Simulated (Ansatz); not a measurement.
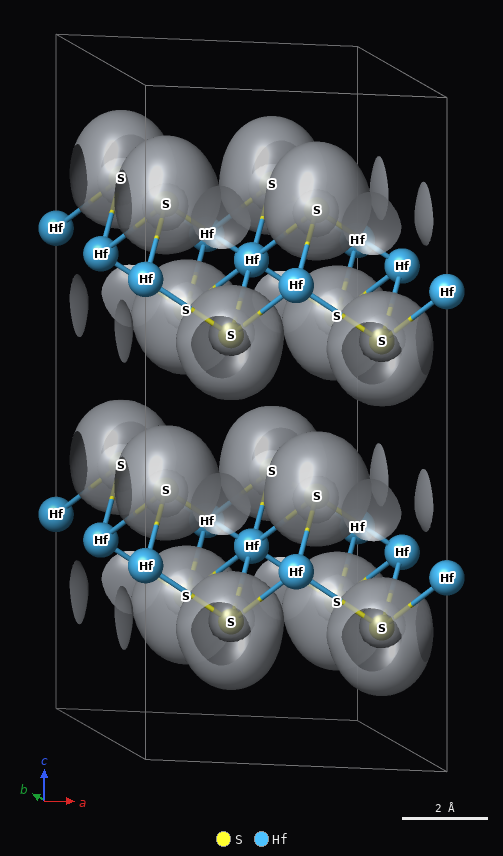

*HfS2 (slab). Isosurface of the electron localisation function at 0.7 (grey), seen slightly off an axis. Only the valence region is drawn (cores and ρ < 0.01 e/Å³ removed). Sticks mark near contacts.*

Computed with Ansatz 0.2.0, DFT r2SCAN, scalar-relativistic, plane waves, PAW.

Identify the bonds, lone pairs and shells in this picture.

Answer. The ELF exceeds this value in four regions wrapped around S (the valence shell of each), counted in one cell of 6 atoms. Counts are for one cell; the picture repeats the cell along the surface. Along the contacts the grid gives the following. Hf–S (2.56 Å): the ELF peaks at about 0.85 in the valence shell of S, 0.8 Å from its nucleus, and is about 0.40 at the midpoint.

Does the calculation make it a metal, or give it a gap?

Answer. It is gapped, with a Kohn–Sham gap of 1.6 eV on the k-point mesh (the band edges may lie off the mesh, which would make the gap smaller).
